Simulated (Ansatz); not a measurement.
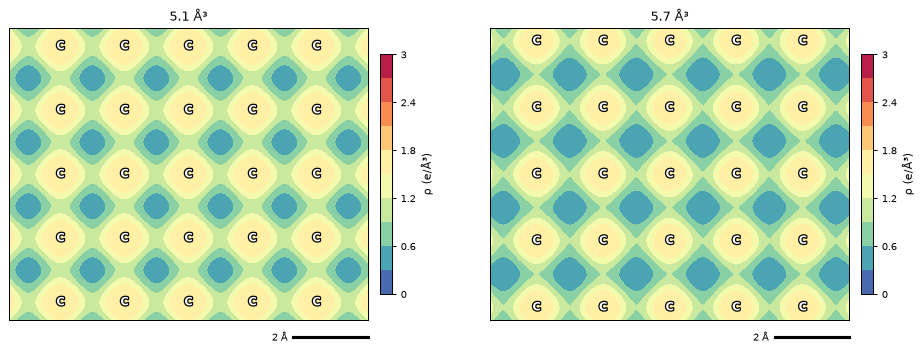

C. The valence pseudo-density of cells scaled evenly to different volumes (given per atom above each panel), on the (100) plane of each (indices in the axes of the cell below), at one length scale and on one colour scale.

A generated structure, not necessarily the stable one.

All numbers below come from Ansatz, DFT, LDA (PW92), plane waves (420 eV) with PAW, scalar-relativistic.

The density is the valence pseudo-density of a PAW calculation; it isn't the true density close to the nuclei.

The largest cell:

```
C
1.0
     1.78965    0.00000    0.00000
     0.00000    1.78965    0.00000
     0.00000    0.00000    1.78965
C
1
Direct
  0.00000 0.00000 0.00000
```

| volume (Å³/atom) | C–C contact in the plane (Å) | ρ at its midpoint (e/Å³) | pressure (GPa) | 
| --- | --- | --- | --- |
| 5.10 | 1.721 | 1.043 | 18.1 | 
| 5.31 | 1.744 | ? | ? | 
| 5.73 | 1.790 | 0.906 | −21.1 | 

**What values belong in the row with question marks?**

Over the known rows ln ρ falls by 2.04 per Å of C–C distance (the line through the two), which gives 0.995 e/Å³ at 1.744 Å; the calculation gives 0.994 e/Å³. For the pressure, a straight line in volume between the neighbouring rows gives 5.0 GPa; the calculation gives 2.7, lower because pressure rises ever faster on compression.
